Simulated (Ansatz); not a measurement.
## Single-point calculation, with input and output: CoSi$_{2}$

The run: single-point calculation of CoSi$_{2}$ (Fm-3m, 3 atoms in the cell). Method and program: DFT PBE, scalar-relativistic, plane waves, PAW, no spin polarisation (Ansatz 0.2.0).

The structure derives from a Materials Project entry.

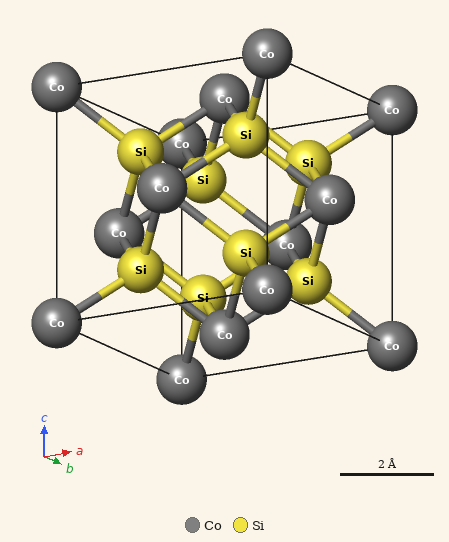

The input geometry (ball-and-stick view of the cell 4 times as large as that of the calculation, set on its symmetry axes, seen at an oblique angle). Near neighbours in the crystal (not all of them lie inside the picture): Co has 8 Si at 2.30 Å; Si has 4 Co at 2.30 Å.

Input
```yaml
crystal:
  lattice:
    - [0.0, 2.65641984, 2.65641984]
    - [2.65641984, 0.0, 2.65641984]
    - [2.65641984, 2.65641984, 0.0]
  atoms:
    - { symbol: Co, position: [0.0, 0.0, 0.0] }
    - { symbol: Si, position: [0.75, 0.75, 0.75] }
    - { symbol: Si, position: [0.25, 0.25, 0.25] }
basis:
  ecutwfc: 420
kpoints:
  mp_grid: { grid: [6, 6, 6] }
hamiltonian:
  xc: pbe
scf:
  occupations: { method: gaussian, width: 0.1 }
output:
  forces: true
  stress: true
  eigenvalues: true
```

Run on 4 threads of Arm Neoverse V2, 128 GiB of memory available, shared host.

Run as:
```bash
ansatz run input.yaml --threads 4 --pin off --max-ram 8192MiB --backend cpu --events-out ev --progress --plain --runs-dir out
```

What the program printed
```
Engine: ansatz 0.2.0, aarch64-unknown-linux-gnu
Pseudopotentials: kind: paw
Pseudopotential: Co, paw, valence charge 17, recommended cutoff 420 eV (normal), Co.paw.azcp
Pseudopotential: Si, paw, valence charge 4, recommended cutoff 420 eV (normal), Si.paw.azcp
Functional definition: PBE
  parameter kappa = 0.804
  parameter beta = 0.06672455060314922
  exchange = pbe_x(kappa = kappa, mu = beta*pi^2/3)
  correlation = pbe_c(beta = beta)
Crystal: 3 atoms, lattice volume = 37.490 Å³
Basis set: ecut = 420 eV, 725 PW (Γ), exchange–correlation on 54×54×54 points (8 copies of the dense FFT grid, shifted against one another)
Bands: 17, of which v1, the nominal top of the filled ones, is band 13 counted from 1 (12 counted from 0)
Symmetry: 48 space group operations
Space group: Fm-3m (ITA 225), of the structure as read, at distance tolerance 3.3e-5 Å
k-points: 16 of 216
Non-local potential: Co, projectors of the file, l = 0: 3, l = 1: 2, l = 2: 3, l = 3: 1
Non-local potential: Si, projectors of the file, l = 0: 2, l = 1: 2, l = 2: 2
PAW form: soft (Blöchl's): semilocal exchange-correlation on the pseudo side does not see the compensation charge
PAW one-centre angular grid: Co, 590 points (default); XC on 64 Gauss nodes
PAW one-centre angular grid: Si, 110 points (default); XC on 64 Gauss nodes
Initial density: superposition of atomic densities (neutral atoms: chi_scale 0, normalization atom), corrected by the library's trained network
Initial wavefunctions: pseudopotential atomic-orbital guess
Functional: x = pbe(κ = 0.804, μ = 0.2195149727645171), c = pbe(β = 0.06672455060314922)
SCF iter   1: F=—  HF=-6399.155921 eV  |F-HF|=—  |Δ(HF+E_count)|=         —  Δρ=6.39e-3  dr2=1.59e-2  ethr=1.77e-3  ⟨swp⟩=4.9  Hψ=1374  notcnv=0
preconditioner: auto → none  [insulator: Δε(μ)=0.347 eV  Ē_g=8.313 eV  σ=0.100 eV  W_gap=0.53  n_scr=14 (ndim 8)  ℏωp=25.0 eV  f_vac=0.002  D(μ)=1.61/eV (n_scr^D=14)  ε∞_Penn≈10.0]
SCF iter   2: F=—  HF=-6399.154938 eV  |F-HF|=—  |Δ(HF+E_count)|=   9.83e-4  Δρ=2.89e-3  dr2=3.25e-3  ethr=6.37e-5  ⟨swp⟩=1.1  Hψ=401  notcnv=0
SCF iter   3: F=—  HF=-6399.154860 eV  |F-HF|=—  |Δ(HF+E_count)|=   7.78e-5  Δρ=7.39e-4  dr2=1.27e-4  ethr=1.30e-5  ⟨swp⟩=2.4  Hψ=394  notcnv=0
SCF iter   4: F=—  HF=-6399.154864 eV  |F-HF|=—  |Δ(HF+E_count)|=   4.41e-6  Δρ=4.15e-4  dr2=3.30e-5  ethr=5.06e-7  ⟨swp⟩=2.1  Hψ=353  notcnv=0
SCF iter   5: F=—  HF=-6399.154830 eV  |F-HF|=—  |Δ(HF+E_count)|=   3.45e-5  Δρ=2.32e-4  dr2=1.14e-5  ethr=1.32e-7  ⟨swp⟩=1.1  Hψ=269  notcnv=0
SCF iter   6: F=—  HF=-6399.154829 eV  |F-HF|=—  |Δ(HF+E_count)|=   9.42e-7  Δρ=9.35e-5  dr2=1.96e-6  ethr=4.55e-8  ⟨swp⟩=1.1  Hψ=269  notcnv=0
SCF iter   7: F=-6399.154829 eV  HF=-6399.154829 eV  |F-HF|=1.28e-8  |Δ(HF+E_count)|=   1.32e-7  Δρ=8.19e-6  dr2=1.53e-8  ethr=4.00e-10  ⟨swp⟩=4.6  Hψ=1114  notcnv=0
SCF 1 converged in 7 iterations: F = -6399.154829 eV  dr2 = 1.53e-8
  greatest PAW one-centre occupation: 1.000 electrons in one spin orbital (limit 2), on the Co atom at site 0 (counted from 0), in its partial waves of l = 0
```

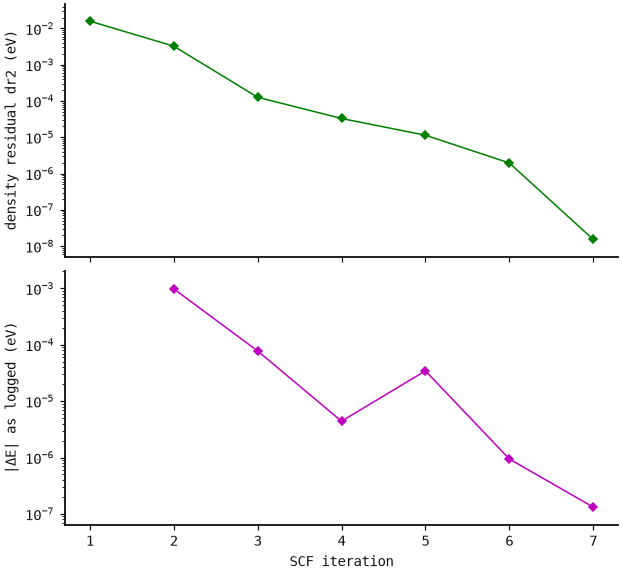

Convergence of the self-consistent field: density residual dr2 and size of the energy change against the SCF iteration. The residual falls at every step.

```
SCF converged after 7 iterations
Free energy (F): -6399.154829 eV
Harris-Foulkes:  -6399.154829 eV  (|F-HF|=1.28e-8)
Internal energy: -6399.146528 eV  (E = F + TS)
E sigma→0 (E₀):  -6399.150678 eV
Entropy (-TS):   -0.008301 eV (-2.767 meV/atom)
Fermi energy:    13.418840 eV
--- Per-component energies (eV) ---
  E_band       = -275.780617
  E_kinetic    = 549.589319
  E_local      = -4068.615224  (includes V_loc(G=0)·N_el)
  E_nonlocal   = 501.658478
  E_hartree    = 1772.210525
  E_xc         = -274.853620
  E_vxc        = -306.260252  (∫ρ·V_xc dr)
  E_paw        = -2541.814794  (= ΣΔE_a)
  E_vpaw       = -496.584185  (= ΣTr[D̂ρ^β])
  E_aug_tail   = 0.000090  (compensation charges beyond the density's cutoff)
  E_ewald      = -2337.321302
  E_smearing   = -0.008301  (= −TS)
  E_closure    = -0.000000  (closes the sum)
  Σ components = -6399.154829   (vs F -6399.154829, Δ=0.00e0)
--- Forces (eV/Å), atoms counted from 1 ---
  atom   1  Co    -0.00000000     0.00000000     0.00000000
  atom   2  Si     0.00000000     0.00000000    -0.00000000
  atom   3  Si     0.00000000    -0.00000000    -0.00000000
  max |Σ_I F_I| component: 3.70e-17 eV/Å
--- Stress (GPa, compression-positive) ---
        5.052374      -0.000000      -0.000000
        0.000000       5.052374      -0.000000
       -0.000000       0.000000       5.052374
  P = ⅓ Tr σ = 5.0524 GPa (50.524 kbar)
--- Band table (eV; the first three rows and the last of 16) ---
  k-point 0: bands = ["-81.4978", "-44.8176", "-44.8176", "-44.8176", "-0.0475", "9.0895", "9.0895", "9.0895", "11.3003", "11.3003", "14.2798", "16.7136", "16.7136", "16.7136", "16.8180", "16.8180", "16.8180"]
  k-point 1: bands = ["-81.4978", "-44.8183", "-44.8177", "-44.8177", "0.3810", "8.1466", "9.2337", "9.2337", "11.1951", "11.1951", "13.4764", "15.2527", "15.2608", "15.2608", "17.7190", "17.7190", "18.4182"]
  k-point 2: bands = ["-81.4978", "-44.8197", "-44.8180", "-44.8180", "1.6297", "6.0139", "9.4979", "9.4979", "11.2282", "11.2282", "11.6333", "13.7405", "13.7405", "16.0103", "16.9943", "16.9943", "17.8112"]
  k-point 15: bands = ["-81.4978", "-44.8199", "-44.8191", "-44.8186", "4.5633", "5.7415", "6.4647", "7.9927", "10.4734", "11.1501", "11.2713", "11.7631", "12.4231", "15.8510", "17.7141", "18.6487", "21.8332"]
```

Key numbers

```csv
quantity,value
outcome,converged
space group (tolerance 0.01 Å),Fm-3m (225)
electrons treated,25
free energy,−6399.1548 eV
Fermi energy,13.419 eV
gap on the k-point mesh,none (metallic)
pressure,5.05 GPa
largest force (length of the vector),under 0.001 eV/Å
wall time,1.6 s (CPU time 1 s)
peak memory,0.29 GiB
```

The run has no spin polarisation, so a magnetic state may lie lower. The cell is under a pressure of 5.1 GPa at this level, so it is not at its equilibrium volume.
